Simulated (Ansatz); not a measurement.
# Calculations on MoS$_{2}$

Part 1: Relaxation

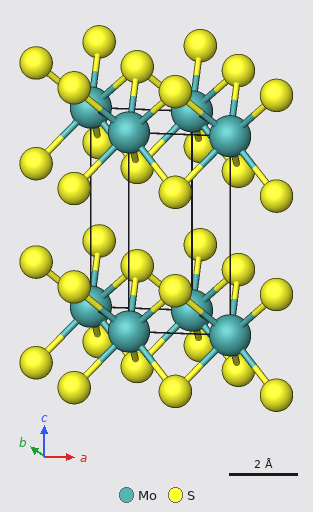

This is the input geometry for a relaxation of solid MoS2 (set up in P-6m2). The picture is a ball-and-stick view of the cell of the calculation, seen slightly off an axis.

Case: relaxed at 15 GPa.

Theory: DFT PBE+D3(BJ), scalar-relativistic, plane waves, PAW (Ansatz).

Input
```yaml
crystal:
  lattice:
    - [3.0110362507, 0.0, 0.0]
    - [-1.5055181253, 2.6076338849, 0.0]
    - [0.0, 0.0, 6.0805286652]
  atoms:
    - { symbol: Mo, position: [0.0, 0.0, 0.0] }
    - { symbol: S, position: [0.3333333333, 0.6666666667, 0.2528319219] }
    - { symbol: S, position: [0.3333333333, 0.6666666667, 0.7471680781] }
basis:
  ecutwfc: 420
kpoints:
  mp_grid: { grid: [12, 12, 6] }
hamiltonian:
  xc: pbe
  dispersion: d3bj
scf:
  occupations: { method: gaussian, width: 0.02 }
output:
  forces: true
  stress: true
  eigenvalues: true
relax:
  adjacent_minimum: "off"
  f_tol: 0.008
  max_steps: 50
  cell: { stress_tol: 0.08, p_target: 15.0 }
```

Run as
```bash
ansatz run input.yaml --threads 1 --pin off --max-ram 2560MiB --backend cpu --events-out ev --progress --plain --runs-dir out
```

Where does the relaxation end?

The largest moves relative to the cell, 0.041 Å, are those of S2 and S3. S3 goes along −c. Mo stays in place. Cell: a = b 3.011 → 3.031 Å (+0.7 %), c 6.081 → 6.073 Å (−0.1 %). Volume +1.2 %. Among the contacts that change: Mo1–S2 2.321 → 2.355 Å, Mo1–Mo1 3.011 → 3.031 Å. The space group stays P-6m2 (No. 187). Over 4 accepted moves (5 points after the start) the energy falls by 38.2 meV per atom. With the target pressure of 15 GPa, the enthalpy E + pV changes by −20.3 meV per atom. Largest force component: 1.2 eV/Å at the start, 0.00013 eV/Å at the end. Pressure: 22.48 GPa at the start and 14.99 GPa at the end. At 1 point the geometry stayed and the basis and grid were re-selected for the new cell (energy shift of less than 0.05 meV per atom at most each time).

Part 2: Relaxation

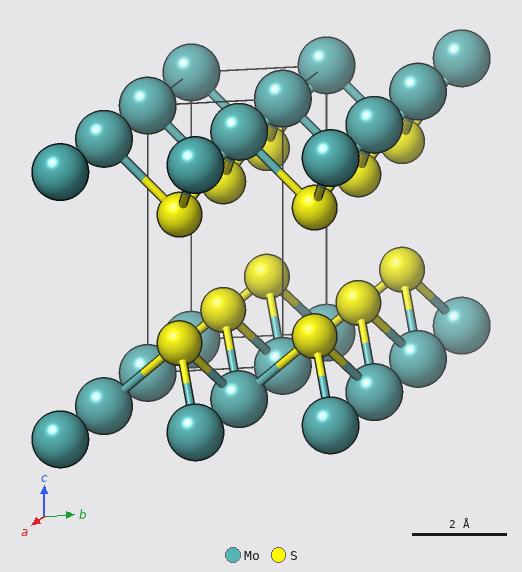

This is the input geometry for a relaxation of crystalline MoS2 (set up in P-6m2). Style: ball-and-stick. Shown: the cell of the calculation, repeated 3 × 2 × 1 with one cell outlined, slightly off an axis.

Case: relaxed at 30 GPa.

Level of theory: DFT PBE+D3(BJ), scalar-relativistic, plane waves, PAW (Ansatz).

Input file:
```yaml
crystal:
  lattice:
    - [2.951195841, 0.0, 0.0]
    - [-1.4755979205, 2.5558105699, 0.0]
    - [0.0, 0.0, 5.9133858673]
  atoms:
    - { symbol: Mo, position: [0.0, 0.0, 0.0] }
    - { symbol: S, position: [0.3333333333, 0.6666666667, 0.2596050012] }
    - { symbol: S, position: [0.3333333333, 0.6666666667, 0.7403949988] }
basis:
  ecutwfc: 420
kpoints:
  mp_grid: { grid: [12, 12, 6] }
hamiltonian:
  xc: pbe
  dispersion: d3bj
scf:
  occupations: { method: gaussian, width: 0.02 }
output:
  forces: true
  stress: true
  eigenvalues: true
  write_density: true
  write_potential: true
  elf: true
  volumetric_format: npy
relax:
  adjacent_minimum: "off"
  f_tol: 0.008
  max_steps: 50
  cell: { stress_tol: 0.08, p_target: 30.0 }
```

Launched with:
```bash
ansatz run input.yaml --threads 1 --pin off --max-ram 2560MiB --backend cpu --events-out ev --progress --plain --runs-dir out
```

Predict the outcome.

The energy falls by 10.0 meV per atom in 3 accepted moves (5 points after the start). With the target pressure of 30 GPa, the enthalpy E + pV changes by −24.2 meV per atom. Largest force component: 1.5 eV/Å at the start, 0.0033 eV/Å at the end. The pressure goes from 35.48 to 29.99 GPa. The line search rejected the trial step at point 1 of the run. The SCF was repeated once at an unchanged geometry on a basis and grid sized afresh for the cell, which shifted the energy by less than 0.05 meV per atom at most. The largest moves relative to the cell, 0.052 Å, are those of S2 and S3. S2 goes along +c. Mo stays in place. The volume changes by −0.5 %, with a = b 2.951 → 2.948 Å (−0.1 %), c 5.913 → 5.898 Å (−0.3 %). Near-neighbour distances that change, for instance: Mo1–S2 2.293 → 2.325 Å. The space group stays P-6m2 (No. 187). Cost: 33 s on 1 thread of Arm Neoverse V2, on a shared host, peak memory 0.37 GiB.

After the run, drawn alike:

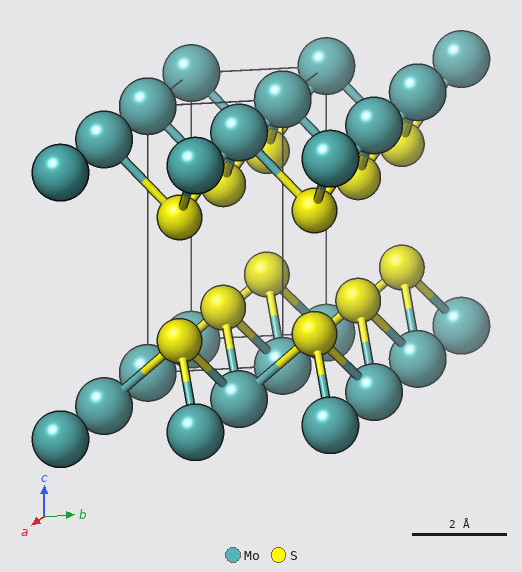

Part 3: A change

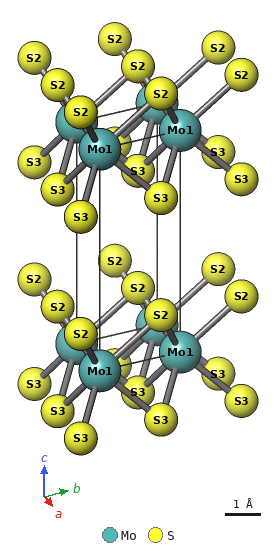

Reference structure: solid MoS2 (set up in P-6m2). A ball-and-stick model of the cell of the calculation, seen slightly off an axis.

Computed with DFT PBE+D3(BJ), scalar-relativistic, plane waves, PAW (Ansatz 0.2.0). Settings: plane-wave cutoff 420 eV; occupations gaussian; smearing width 0.02 eV; no spin polarisation. The k-mesh is chosen for each cell (12×12×4, 12×12×6).

Change: The crystal is put under a hydrostatic pressure of 30 GPa. Cell and atoms are relaxed at that pressure.

Question: What is the effect?

Answer: The drawn cell changes as follows: a = b 3.150 → 2.948 Å (−6.4 %), c 6.647 → 5.898 Å (−11.3 %); the volume changes by −22.3 %. The largest moves relative to the cell, 0.19 Å, are those of S2 and S3. S3 goes along −c. Mo stays in place. Among the bonded contacts that change: Mo–S 2.400 → 2.325 Å. The space group stays P-6m2 (No. 187). It costs 286 meV per atom. (The two runs use different k-meshes.) Pressure: 0.0 GPa before, 30.0 GPa after.

The changed structure in the same view:

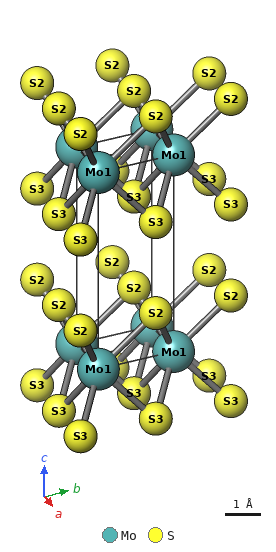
